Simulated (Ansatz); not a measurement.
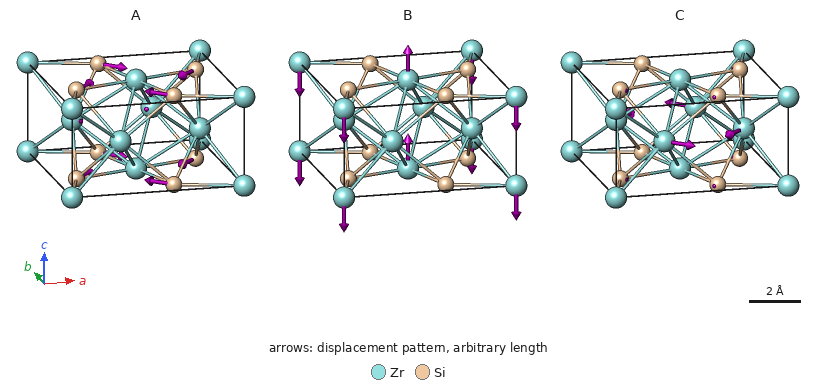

Three optical modes of solid Zr3Si2 at the zone centre, in no order. The purple arrows are the displacements of the atoms (eigenvector over the root of the mass), of arbitrary overall length and sign. The picture is a ball-and-stick view of the cell of the calculation, seen slightly off an axis.

The calculation used DFT PBEsol, scalar-relativistic, plane waves, PAW in Ansatz 0.2.0. (plane-wave cutoff 420 eV; k-point mesh 6 × 6 × 10; occupations fermi dirac; smearing width 0.15 eV; no spin polarisation)

The frequencies depend somewhat on the k-mesh and the smearing.

Q: Order them from the lowest to the highest frequency (imaginary ones first).

A: B (128 cm⁻¹), C (205 cm⁻¹), A (321 cm⁻¹). B, A₁u: The Zr (4h) and Si atoms stay at rest; all motion is along c; atoms of one kind move against one another, with no net shift of their sublattice. C, B₂g: The Zr (2a) atoms stay at rest; atoms of one kind move against one another, with no net shift of any sublattice. A, A₂g: The Zr (2a) atoms stay at rest; atoms of one kind move against one another, with no net shift of any sublattice; the kinetic energy is shared as Si 95 %, Zr 5 %. The crystal is metallic in this run.
